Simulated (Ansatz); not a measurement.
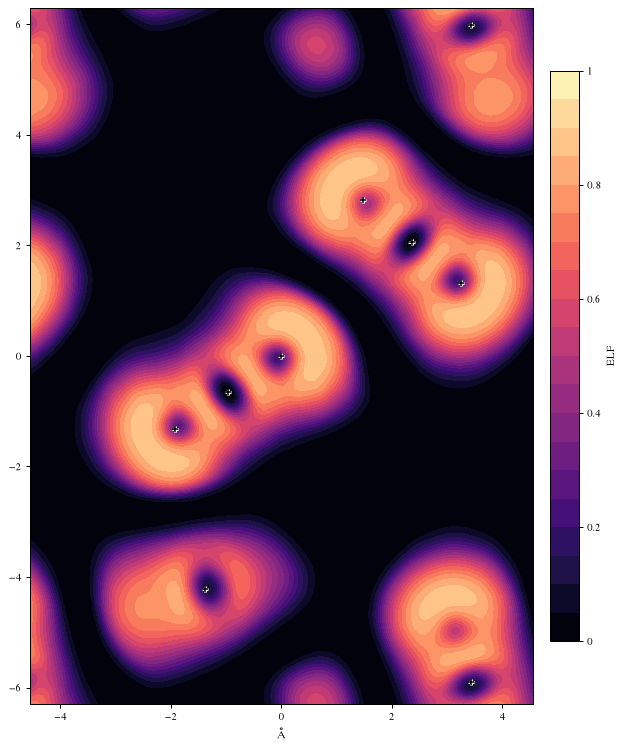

The ELF on a plane through atoms (crosses mark nuclei in the plane).

These are results of Ansatz 0.2.0, DFT PBE-D3(BJ), scalar-relativistic, plane waves, PAW, not measurements.

Candidates:
A. Al (slab), a = 5.73 Å, b = 5.73 Å, c = 16.68 Å, α = 90.00°, β = 90.00°, γ = 60.00°. 
B. CO2 (amorphous cell), a = 8.41 Å, b = 8.41 Å, c = 8.41 Å, α = 90.00°, β = 90.00°, γ = 90.00°. 

Question: Which candidate gave the map?

Answer: Candidate B: CO2 on the (011) plane of the calculation cell, which holds C and O. C–O (1.17 Å): the ELF peaks at about 0.80 between the atoms (inside overlapping PAW spheres, so only a guide); a multiple bond.
